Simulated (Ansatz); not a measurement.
**Geometry relaxation, with input and output: Zr (part 1 of 2)**

System: Zr (P6₃/mmc, 2 atoms in the cell).
Method: DFT LDA, scalar-relativistic, plane waves, PAW, no spin polarisation (Ansatz 0.2.0).

The structure derives from a Materials Project entry. Figures and captions count atoms from 1; the log counts them from 0 in places.

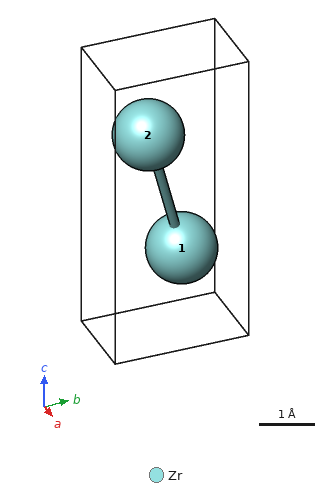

**Figure 1.** The structure as given in the input (ball-and-stick view of the cell of the calculation, seen slightly off an axis; atoms are numbered from 1 in the order of the input).

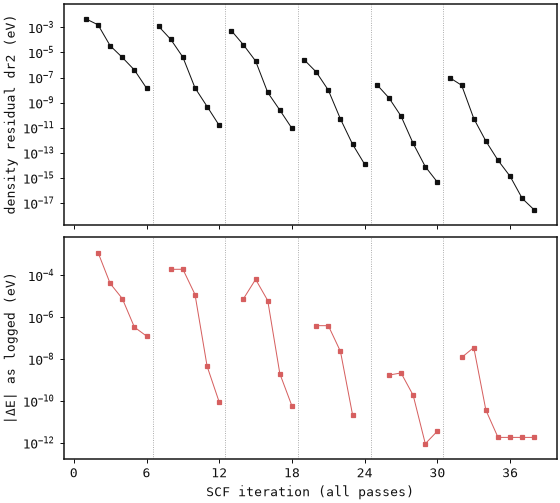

**Figure 2.** Convergence of the self-consistent field: density residual dr2 and size of the energy change against the SCF iteration. The dotted lines part the SCF passes of the relaxation: geometry steps, rejected trials and re-solves on a re-selected basis. The 6 passes take 6 to 8 iterations each, 38 in all.

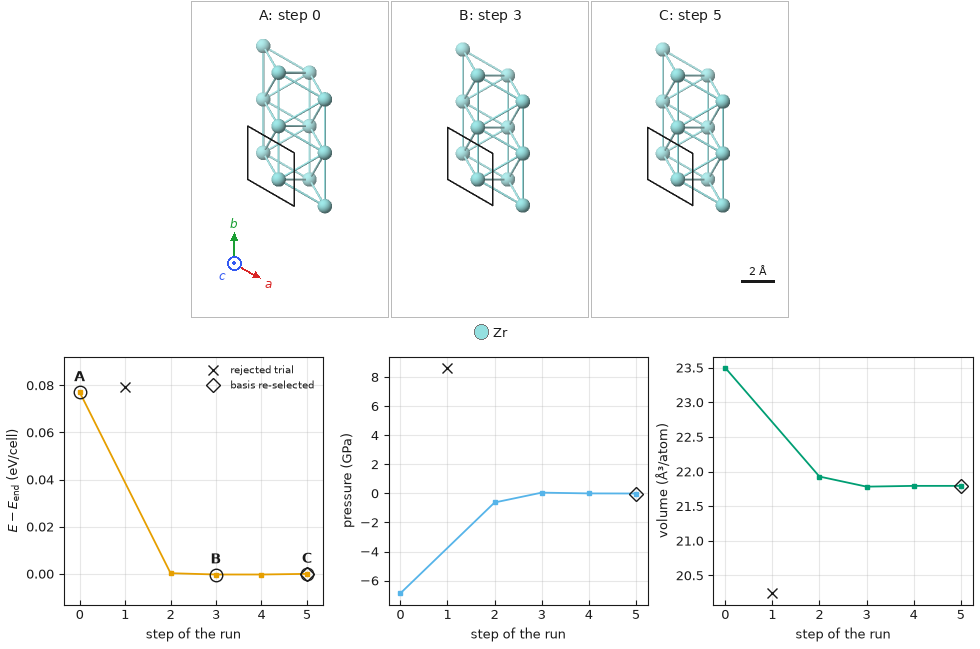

**Figure 3.** Frames of the relaxation (ball-and-stick view of the cell of the calculation, repeated 2 × 3 × 1, along the c axis) above the curves, on which the letters mark them (the first geometry is step 0 here and step 1 in the log).

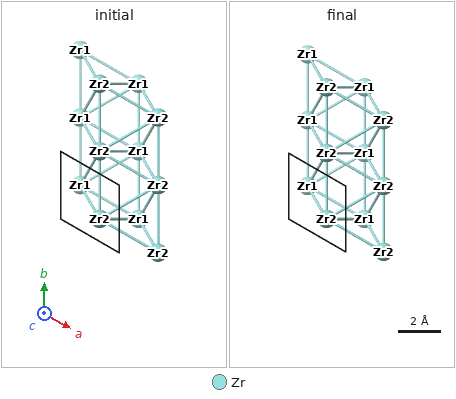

**Figure 4.** Before (left) and after (right) the relaxation, at one scale (ball-and-stick view of the cell of the calculation, repeated 2 × 3 × 1, along the c axis). The atoms keep their places relative to the cell (all moves are under 0.005 Å). Cell: a = b 3.239 → 3.153 Å (−2.6 %), c 5.172 → 5.061 Å (−2.1 %). Volume −7.3 %. Among the contacts that change: Zr1–Zr1 3.239 → 3.153 Å, Zr1–Zr2 3.191 → 3.118 Å. The space group stays P6_3/mmc (No. 194). After 4 geometry steps the energy has fallen by 77.4 meV per cell of the calculation. All forces vanish by symmetry, so only the cell relaxes. Pressure: −6.87 GPa at the start and −0.01 GPa at the end. The line search rejected the trial step at point 1 (counted from 0) and went back. A last SCF at the same geometry on a re-selected plane-wave basis shifts the energy by +0.3 meV per cell of the calculation. (Atoms are counted from 1 in the order of the input.)

These pictures come from the run below.

**Input file**
```yaml
crystal:
  lattice:
    - [3.23923141, 0.0, 0.0]
    - [-1.61961571, 2.80525669, 0.0]
    - [0.0, 0.0, 5.17222]
  atoms:
    - { symbol: Zr, position: [0.33333333, 0.66666667, 0.25] }
    - { symbol: Zr, position: [0.66666667, 0.33333333, 0.75] }
basis:
  ecutwfc: 420
kpoints:
  mp_grid: { grid: [12, 12, 8] }
hamiltonian:
  xc: lda
scf:
  occupations: { method: gaussian, width: 0.1 }
output:
  forces: true
  stress: true
  eigenvalues: true
relax:
  adjacent_minimum: "off"
  f_tol: 0.005
  max_steps: 80
  cell: { stress_tol: 0.05 }
```

Command:
```bash
ansatz run input.yaml --threads 8 --pin off --max-ram 20480MiB --backend cpu --events-out ev --progress --plain --runs-dir out
```

**What the program printed**
```
Engine: ansatz 0.2.0, x86_64-unknown-linux-gnu
Pseudopotentials: kind: paw
Pseudopotential: Zr, paw, valence charge 12, recommended cutoff 420 eV (normal), Zr.paw.azcp
Functional definition: SPW92
  exchange = slater_x
  correlation = pw_c
Crystal: 2 atoms, lattice volume = 46.999 Å³
Basis set: ecut = 420 eV, 941 PW (Γ)
Bands: 16, of which v1, the nominal top of the filled ones, is band 12 counted from 1 (11 counted from 0)
Symmetry: 24 space group operations
Space group: P63/mmc (ITA 194), of the structure as read, at distance tolerance 3.6e-5 Å
k-points: 95 of 1152
Non-local potential: Zr, projectors of the file, l = 0: 3, l = 1: 2, l = 2: 2, l = 3: 2
PAW form: soft (Blöchl's): semilocal exchange-correlation on the pseudo side does not see the compensation charge
PAW frozen core: Zr, regenerated for the run's functional, and the local potential with it (the file was generated under x = pbe(κ = 0.804, μ = 0.2195149727645171), c = pbe(β = 0.06672455060314922))
PAW one-centre angular grid: Zr, 590 points (default); XC on 64 Gauss nodes
Initial density: superposition of atomic densities (neutral atoms: chi_scale 0, normalization atom), corrected by the library's trained network
Initial wavefunctions: pseudopotential atomic-orbital guess
Functional: x = slater, c = lda
SCF iter   1: F=—  HF=-8154.853010 eV  |F-HF|=—  |Δ(HF+E_count)|=         —  Δρ=5.59e-3  dr2=4.75e-3  ethr=1.77e-3  ⟨swp⟩=4.8  Hψ=6449  notcnv=0
preconditioner: auto → Kerker (q_TF=auto, 2.439 Å⁻¹)  [metal: Δε(μ)=0.012 eV  Ē_g=3.092 eV  σ=0.100 eV  W_gap=0.07  n_scr=10 (ndim 8)  ℏωp=15.3 eV  f_vac=0.000  D(μ)=2.32/eV (n_scr^D=22)]
SCF iter   2: F=—  HF=-8154.851760 eV  |F-HF|=—  |Δ(HF+E_count)|=   1.25e-3  Δρ=3.14e-3  dr2=1.59e-3  ethr=1.98e-5  ⟨swp⟩=1.8  Hψ=3113  notcnv=0
SCF iter   3: F=—  HF=-8154.851719 eV  |F-HF|=—  |Δ(HF+E_count)|=   4.14e-5  Δρ=3.74e-4  dr2=3.44e-5  ethr=6.64e-6  ⟨swp⟩=2.3  Hψ=2625  notcnv=0
SCF iter   4: F=—  HF=-8154.851711 eV  |F-HF|=—  |Δ(HF+E_count)|=   7.87e-6  Δρ=9.44e-5  dr2=4.04e-6  ethr=1.43e-7  ⟨swp⟩=2.5  Hψ=2707  notcnv=0
SCF iter   5: F=—  HF=-8154.851711 eV  |F-HF|=—  |Δ(HF+E_count)|=   3.37e-7  Δρ=3.04e-5  dr2=4.01e-7  ethr=1.68e-8  ⟨swp⟩=1.6  Hψ=1632  notcnv=0
SCF iter   6: F=-8154.851710 eV  HF=-8154.851711 eV  |F-HF|=8.71e-9  |Δ(HF+E_count)|=   1.27e-7  Δρ=7.36e-6  dr2=1.44e-8  ethr=4.17e-10  ⟨swp⟩=4.2  Hψ=5428  notcnv=0
SCF 1 converged in 6 iterations: F = -8154.851710 eV  dr2 = 1.44e-8
  greatest PAW one-centre occupation: 0.998 electrons in one spin orbital (limit 2), on the Zr atom at site 1 (counted from 0), in its partial waves of l = 0
relax step   1: F+E_penalty+E_count = -8154.85171050 eV  Δ(F+E_penalty+E_count) = +0.000e0 eV  max|allowed force component| = 8.789e-17 eV/Å  Δτ_max = 0.0000 Å  P = -6.872 GPa  Ω = 46.999 Å³  (6 SCF iters, dr2 threshold 1.00e-7 eV, accepted)
Crystal: 2 atoms, lattice volume = 40.484 Å³
Basis set: ecut = 420 eV, 785 PW (Γ)
Initial density: handed on by an earlier stage of this run
Initial wavefunctions: those handed on with the density
iter 1 solved again at ethr=4.80e-6 eV; its pass at ethr=3.10e-3 eV (dr2=1.15e-3 eV) is discarded
SCF iter   1: F=—  HF=-8154.848894 eV  |F-HF|=—  |Δ(HF+E_count)|=         —  Δρ=2.33e-3  dr2=1.20e-3  ethr=4.80e-6  ⟨swp⟩=2.1  Hψ=11159  notcnv=0
preconditioner: auto → none  [metal: Δε(μ)=0.040 eV  Ē_g=3.514 eV  σ=0.100 eV  W_gap=0.22  n_scr=8 (ndim 8)  ℏωp=16.5 eV  f_vac=0.000  D(μ)=2.04/eV (n_scr^D=22)]
SCF iter   2: F=—  HF=-8154.849090 eV  |F-HF|=—  |Δ(HF+E_count)|=   1.96e-4  Δρ=8.59e-4  dr2=1.10e-4  ethr=4.80e-6  ⟨swp⟩=2.2  Hψ=2606  notcnv=0
SCF iter   3: F=—  HF=-8154.849289 eV  |F-HF|=—  |Δ(HF+E_count)|=   1.98e-4  Δρ=1.77e-4  dr2=4.22e-6  ethr=4.60e-7  ⟨swp⟩=2.1  Hψ=2605  notcnv=0
iter 4 did not close the SCF: its close was put off for the readings that it lacked (scf_convergence_deferred on its scf_iter line)
SCF iter   4: F=-8154.849301 eV  HF=-8154.849301 eV  |F-HF|=2.92e-9  |Δ(HF+E_count)|=   1.23e-5  Δρ=1.12e-5  dr2=1.51e-8  ethr=1.76e-8  ⟨swp⟩=2.7  Hψ=2279  notcnv=0
iter 5 did not close the SCF: its close was put off for the readings that it lacked (scf_convergence_deferred on its scf_iter line)
SCF iter   5: F=-8154.849301 eV  HF=-8154.849301 eV  |F-HF|=1.43e-10  |Δ(HF+E_count)|=   4.52e-9  Δρ=2.17e-6  dr2=4.93e-10  ethr=6.30e-11  ⟨swp⟩=2.5  Hψ=2742  notcnv=0
SCF iter   6: F=-8154.849301 eV  HF=-8154.849301 eV  |F-HF|=8.19e-12  |Δ(HF+E_count)|=  8.73e-11  Δρ=2.91e-7  dr2=1.54e-11  ethr=2.05e-12  ⟨swp⟩=1.0  Hψ=4546  notcnv=0
SCF 2 converged in 6 iterations: F = -8154.849301 eV  dr2 = 1.54e-11
relax step   2: F+E_penalty+E_count = -8154.84930098 eV  Δ(F+E_penalty+E_count) = +2.410e-3 eV  max|allowed force component| = 1.284e-16 eV/Å  Δτ_max = 0.0000 Å  P = +8.643 GPa  Ω = 40.484 Å³  energy of the carried Pulay correction = +6.921e-4 eV  (6 SCF iters, dr2 threshold 2.00e-7 eV, rejected (line search))
Crystal: 2 atoms, lattice volume = 43.857 Å³
Basis set: ecut = 420 eV, 845 PW (Γ)
iter 1 solved again at ethr=1.86e-6 eV; its pass at ethr=3.10e-3 eV (dr2=4.46e-4 eV) is discarded
SCF iter   1: F=—  HF=-8154.928432 eV  |F-HF|=—  |Δ(HF+E_count)|=         —  Δρ=1.41e-3  dr2=5.44e-4  ethr=1.86e-6  ⟨swp⟩=2.1  Hψ=11008  notcnv=0
preconditioner: auto → none  [metal: Δε(μ)=0.008 eV  Ē_g=3.280 eV  σ=0.100 eV  W_gap=0.04  n_scr=8 (ndim 8)  ℏωp=15.9 eV  f_vac=0.000  D(μ)=2.33/eV (n_scr^D=22)]
SCF iter   2: F=—  HF=-8154.928440 eV  |F-HF|=—  |Δ(HF+E_count)|=   7.73e-6  Δρ=4.79e-4  dr2=4.00e-5  ethr=1.86e-6  ⟨swp⟩=2.0  Hψ=2605  notcnv=0
SCF iter   3: F=—  HF=-8154.928505 eV  |F-HF|=—  |Δ(HF+E_count)|=   6.52e-5  Δρ=1.15e-4  dr2=2.08e-6  ethr=1.67e-7  ⟨swp⟩=2.1  Hψ=2594  notcnv=0
SCF iter   4: F=—  HF=-8154.928511 eV  |F-HF|=—  |Δ(HF+E_count)|=   6.32e-6  Δρ=6.49e-6  dr2=6.53e-9  ethr=8.68e-9  ⟨swp⟩=2.9  Hψ=2382  notcnv=0
SCF iter   5: F=—  HF=-8154.928511 eV  |F-HF|=—  |Δ(HF+E_count)|=   2.01e-9  Δρ=1.32e-6  dr2=2.55e-10  ethr=2.72e-11  ⟨swp⟩=2.6  Hψ=2760  notcnv=0
SCF iter   6: F=-8154.928511 eV  HF=-8154.928511 eV  |F-HF|=2.73e-12  |Δ(HF+E_count)|=  5.73e-11  Δρ=2.10e-7  dr2=8.95e-12  ethr=1.00e-12  ⟨swp⟩=5.5  Hψ=6185  notcnv=0
SCF 3 converged in 6 iterations: F = -8154.928511 eV  dr2 = 8.95e-12
relax step   3: F+E_penalty+E_count = -8154.92851147 eV  Δ(F+E_penalty+E_count) = -7.680e-2 eV  max|allowed force component| = 1.203e-16 eV/Å  Δτ_max = 0.0000 Å  P = -0.625 GPa  Ω = 43.857 Å³  energy of the carried Pulay correction = +3.207e-4 eV  (6 SCF iters, accepted)
Crystal: 2 atoms, lattice volume = 43.566 Å³
iter 1 solved again at ethr=1.06e-8 eV; its pass at ethr=3.10e-3 eV (dr2=2.55e-6 eV) is discarded
```
